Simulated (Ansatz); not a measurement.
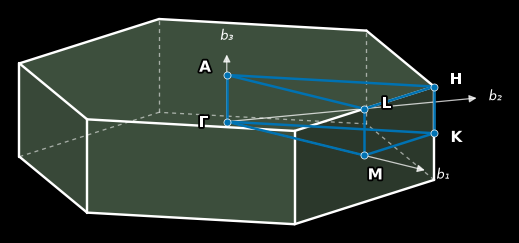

For Rh, the geometry relaxed with DFT, r2SCAN, plane waves (500 eV) with PAW, scalar-relativistic (Ansatz); the starting structure was generated, so it need not be a known form of this composition: the first Brillouin zone and its special points. All values are computed from the atomic coordinates in the standard setting (tolerance 0.002 Å).

Space group No. 194, P6₃/mmc; a = 2.689 Å, b = 2.689 Å, c = 8.781 Å, α = 90.00°, β = 90.00°, γ = 120.00°.

Labels and path follow the convention of Hinuma et al. (2017), as computed by seekpath; the arrows show the directions of the reciprocal primitive vectors b₁, b₂, b₃, in which coordinates are given; lengths include the factor 2π.

Question: List the special points with their coordinates and distances from Γ.

Answer:
```
point   k₁   k₂   k₃  length of k (1/Å)
    Γ    0    0    0              0.000
    A    0    0  1/2              0.358
    K  1/3  1/3    0              1.558
    H  1/3  1/3  1/2              1.599
    M  1/2    0    0              1.349
    L  1/2    0  1/2              1.396
```

Question: What is the zone's volume?

Answer: (2π)³ over the primitive cell's volume of 54.97 Å³: 4.51 Å⁻³.
